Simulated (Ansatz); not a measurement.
## Two runs on Ta3N

System: Ta3N (4 atoms in the cell).
Method of the first run: DFT PBE, scalar-relativistic, plane waves, PAW, no spin polarisation (Ansatz 0.2.0).

The structure derives from a Materials Project entry. Text and figures count atoms from 1; the logs count them from 0 in places.

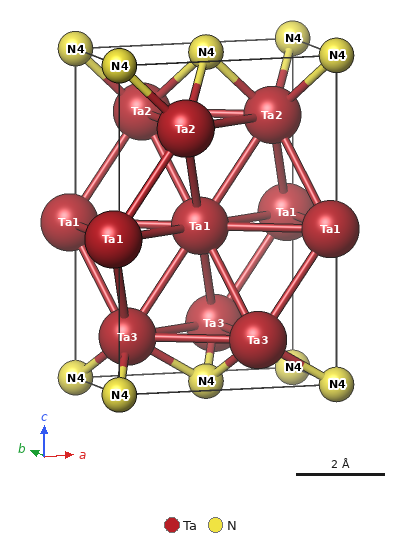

The structure (ball-and-stick view of the cell 2 times as large as that of the calculation, set on its symmetry axes, seen slightly off an axis; atoms are numbered from 1 in the order of the input). An atom can appear more than once, as a periodic image.

**The input, the first run**
```yaml
crystal:
  lattice:
    - [3.0217748255, 0.0, 0.0]
    - [-1.5108874128, 2.6169337634, 0.0]
    - [0.0, 0.0, 7.5575881873]
  atoms:
    - { symbol: Ta, position: [0.0551617021, 0.027580851, 0.5270075785] }
    - { symbol: Ta, position: [0.3884950354, 0.6942475177, 0.2006026332] }
    - { symbol: Ta, position: [0.7218283687, 0.3609141844, 0.8534125238] }
    - { symbol: "N", position: [0.0, 0.0, 0.0] }
basis:
  ecutwfc: 420
kpoints:
  mp_grid: { grid: [18, 18, 6] }
hamiltonian:
  xc: pbe
scf:
  occupations: { method: gaussian, width: 0.15 }
output:
  forces: true
  stress: true
  eigenvalues: true
```

Command:
```bash
ansatz run input.yaml --threads 1 --pin off --max-ram 2560MiB --backend cpu --events-out ev --progress --plain --runs-dir out
```

Hardware: 1 thread of AMD EPYC (Zen 5), 32 GiB of memory available, shared host.

**Output, shortened to warnings, some set-up lines, iterations and results (the first run)**
```
Basis set: ecut = 420 eV, 1189 PW (Γ), exchange–correlation on 48×48×108 points (8 copies of the dense FFT grid, shifted against one another)
Symmetry: 2 space group operations
k-points: 524 of 1944 (time reversal used)
Initial density: superposition of atomic densities (neutral atoms: chi_scale 0, normalization atom), corrected by the library's trained network
[...]
SCF iter   1: F=—  HF=-30182.163654 eV  |F-HF|=—  |Δ(HF+E_count)|=         —  Δρ=8.03e-3  dr2=9.42e-2  ethr=1.77e-3  ⟨swp⟩=4.8  Hψ=58403  notcnv=0
SCF iter   2: F=—  HF=-30182.156469 eV  |F-HF|=—  |Δ(HF+E_count)|=   7.18e-3  Δρ=4.27e-3  dr2=9.27e-3  ethr=2.14e-4  ⟨swp⟩=1.0  Hψ=18340  notcnv=0
SCF iter   3: F=—  HF=-30182.155282 eV  |F-HF|=—  |Δ(HF+E_count)|=   1.19e-3  Δρ=1.72e-3  dr2=2.06e-3  ethr=2.11e-5  ⟨swp⟩=1.0  Hψ=14114  notcnv=0
SCF iter   4: F=—  HF=-30182.154891 eV  |F-HF|=—  |Δ(HF+E_count)|=   3.91e-4  Δρ=2.68e-4  dr2=4.70e-5  ethr=4.69e-6  ⟨swp⟩=2.3  Hψ=17544  notcnv=0
SCF iter   5: F=—  HF=-30182.154904 eV  |F-HF|=—  |Δ(HF+E_count)|=   1.32e-5  Δρ=9.01e-5  dr2=1.22e-5  ethr=1.07e-7  ⟨swp⟩=2.0  Hψ=19267  notcnv=0
SCF iter   6: F=—  HF=-30182.154903 eV  |F-HF|=—  |Δ(HF+E_count)|=   1.14e-6  Δρ=2.44e-5  dr2=1.15e-6  ethr=2.78e-8  ⟨swp⟩=2.0  Hψ=16722  notcnv=0
SCF iter   7: F=-30182.154903 eV  HF=-30182.154903 eV  |F-HF|=8.32e-8  |Δ(HF+E_count)|=   6.18e-8  Δρ=1.18e-5  dr2=9.93e-8  ethr=2.27e-10  ⟨swp⟩=3.4  Hψ=58294  notcnv=0
SCF 1 converged in 7 iterations: F = -30182.154903 eV  dr2 = 9.93e-8
SCF converged after 7 iterations
Free energy (F): -30182.154903 eV
Harris-Foulkes:  -30182.154903 eV  (|F-HF|=8.32e-8)
Internal energy: -30182.118295 eV  (E = F + TS)
E sigma→0 (E₀):  -30182.136599 eV
Entropy (-TS):   -0.036608 eV (-9.152 meV/atom)
Fermi energy:    18.889127 eV
--- Per-component energies (eV) ---
  E_band       = -298.352634
  E_kinetic    = 1230.801895
  E_local      = -1908.857687  (includes V_loc(G=0)·N_el)
  E_nonlocal   = 88.400806
  E_hartree    = 669.571578
  E_xc         = -716.275517
  E_vxc        = -689.630632  (∫ρ·V_xc dr)
  E_paw        = -25317.234399  (= ΣΔE_a)
  E_vpaw       = -358.208815  (= ΣTr[D̂ρ^β])
  E_aug_tail   = 0.000499  (compensation charges beyond the density's cutoff)
  E_ewald      = -4228.525470
  E_smearing   = -0.036608  (= −TS)
  E_closure    = 0.000000  (closes the sum)
  Σ components = -30182.154903   (vs F -30182.154903, Δ=0.00e0)
--- Forces (eV/Å), atoms counted from 1 ---
  atom   1  Ta    -0.03121928    -0.01802446    -0.27682701
  atom   2  Ta    -0.47148615    -0.27221265    -0.89063156
  atom   3  Ta    -0.98847343    -0.57069540    -1.91080170
  atom   4  N      1.49123099     0.86096261     3.07841366
  max |Σ_I F_I| component: 1.53e-4 eV/Å
--- Stress (GPa, compression-positive) ---
        3.221885      -2.144466       0.437084
       -2.144466       5.698101       0.252350
        0.437084       0.252350       3.124314
  P = ⅓ Tr σ = 4.0148 GPa (40.148 kbar)
```

For the second run the input was changed thus:
```diff
-    - { symbol: Ta, position: [0.0551617021, 0.027580851, 0.5270075785] }
-    - { symbol: Ta, position: [0.3884950354, 0.6942475177, 0.2006026332] }
-    - { symbol: Ta, position: [0.7218283687, 0.3609141844, 0.8534125238] }
+    - { symbol: Ta, position: [-0.0827425531, -0.0413712766, 0.4594886322] }
+    - { symbol: Ta, position: [0.2505907802, 0.6252953901, 0.1330836869] }
+    - { symbol: Ta, position: [0.5839241136, 0.2919620568, 0.7858935775] }
```

Predict how the results change.

With the same functional and potentials, the second run lies 136.9 meV per atom higher. The pressure goes from 4.01 to 8.97 GPa. The largest force goes from 3.527 to 5.308 eV/Å. The number of SCF iterations is the same.

**Output, shortened to warnings, some set-up lines, iterations and results (the second run)**
```
Basis set: ecut = 420 eV, 1189 PW (Γ), exchange–correlation on 48×48×108 points (8 copies of the dense FFT grid, shifted against one another)
Symmetry: 2 space group operations
k-points: 524 of 1944 (time reversal used)
Initial density: superposition of atomic densities (neutral atoms: chi_scale 0, normalization atom), corrected by the library's trained network
[...]
SCF iter   1: F=—  HF=-30181.614584 eV  |F-HF|=—  |Δ(HF+E_count)|=         —  Δρ=7.55e-3  dr2=8.61e-2  ethr=1.77e-3  ⟨swp⟩=4.9  Hψ=58977  notcnv=0
SCF iter   2: F=—  HF=-30181.608876 eV  |F-HF|=—  |Δ(HF+E_count)|=   5.71e-3  Δρ=4.18e-3  dr2=1.05e-2  ethr=1.96e-4  ⟨swp⟩=1.0  Hψ=18340  notcnv=0
SCF iter   3: F=—  HF=-30181.607633 eV  |F-HF|=—  |Δ(HF+E_count)|=   1.24e-3  Δρ=1.52e-3  dr2=2.40e-3  ethr=2.40e-5  ⟨swp⟩=1.0  Hψ=14102  notcnv=0
SCF iter   4: F=—  HF=-30181.607255 eV  |F-HF|=—  |Δ(HF+E_count)|=   3.78e-4  Δρ=2.79e-4  dr2=5.23e-5  ethr=5.45e-6  ⟨swp⟩=2.2  Hψ=17337  notcnv=0
SCF iter   5: F=—  HF=-30181.607257 eV  |F-HF|=—  |Δ(HF+E_count)|=   2.08e-6  Δρ=8.50e-5  dr2=1.73e-5  ethr=1.19e-7  ⟨swp⟩=2.0  Hψ=18175  notcnv=0
SCF iter   6: F=—  HF=-30181.607256 eV  |F-HF|=—  |Δ(HF+E_count)|=   1.31e-6  Δρ=2.53e-5  dr2=1.11e-6  ethr=3.94e-8  ⟨swp⟩=1.3  Hψ=14417  notcnv=0
SCF iter   7: F=-30181.607255 eV  HF=-30181.607255 eV  |F-HF|=2.86e-8  |Δ(HF+E_count)|=   7.27e-8  Δρ=6.54e-6  dr2=3.71e-8  ethr=2.27e-10  ⟨swp⟩=4.1  Hψ=58744  notcnv=0
SCF 1 converged in 7 iterations: F = -30181.607255 eV  dr2 = 3.71e-8
SCF converged after 7 iterations
Free energy (F): -30181.607255 eV
Harris-Foulkes:  -30181.607255 eV  (|F-HF|=2.86e-8)
Internal energy: -30181.571136 eV  (E = F + TS)
E sigma→0 (E₀):  -30181.589196 eV
Entropy (-TS):   -0.036119 eV (-9.030 meV/atom)
Fermi energy:    18.859961 eV
--- Per-component energies (eV) ---
  E_band       = -298.411212
  E_kinetic    = 1233.007468
  E_local      = -1927.043184  (includes V_loc(G=0)·N_el)
  E_nonlocal   = 89.499212
  E_hartree    = 677.530290
  E_xc         = -716.652628
  E_vxc        = -690.113201  (∫ρ·V_xc dr)
  E_paw        = -25317.763620  (= ΣΔE_a)
  E_vpaw       = -358.822590  (= ΣTr[D̂ρ^β])
  E_aug_tail   = 0.000490  (compensation charges beyond the density's cutoff)
  E_ewald      = -4220.149163
  E_smearing   = -0.036119  (= −TS)
  E_closure    = 0.000000  (closes the sum)
  Σ components = -30181.607255   (vs F -30181.607255, Δ=0.00e0)
--- Forces (eV/Å), atoms counted from 1 ---
  atom   1  Ta     0.03545295     0.02046877     0.50015520
  atom   2  Ta     1.76677864     1.02005013     3.19460778
  atom   3  Ta     0.48311716     0.27892782     0.91127635
  atom   4  N     -2.28530376    -1.31942074    -4.60579551
  max |Σ_I F_I| component: 2.44e-4 eV/Å
--- Stress (GPa, compression-positive) ---
        7.212785      -4.998703       1.508958
       -4.998703      12.984790       0.871197
        1.508958       0.871197       6.723676
  P = ⅓ Tr σ = 8.9738 GPa (89.738 kbar)
```

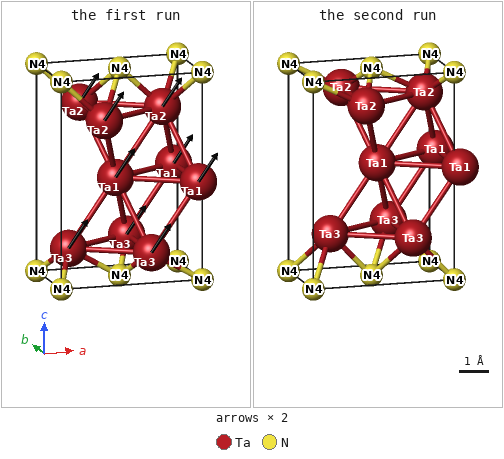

The two input geometries at one scale (ball-and-stick view of the cell 2 times as large as that of the calculation, set on its symmetry axes, seen slightly off an axis). The black arrows on the first give the shifts of the atoms relative to the cell, magnified 2 times. The largest moves, 0.63 Å, are those of Ta1, Ta2 and Ta3. N stays in place. The cell doesn't change. Among the contacts that change: Ta3–N4 2.010 → 2.467 Å, Ta2–N4 2.370 → 1.930 Å.

**The two runs side by side**

| quantity | the first run | the second run |
| --- | --- | --- |
| outcome | converged | converged |
| free energy per atom (eV) | −7545.5387 | −7545.4018 |
| energy per atom, smearing taken to zero (eV) | −7545.5341 | −7545.3973 |
| gap on the mesh (eV) | 0.00 | 0.00 |
| pressure (GPa) | 4.01 | 8.97 |
| largest force (eV/Å) | 3.527 | 5.308 |
| SCF iterations | 7 | 7 |
| irreducible k-points | 524 | 524 |
| plane waves at Γ | 1189 | 1189 |
| wall time (shared host) | 16 s | 16 s |

For both runs: Spin–orbit coupling is left out, which matters for Ta.
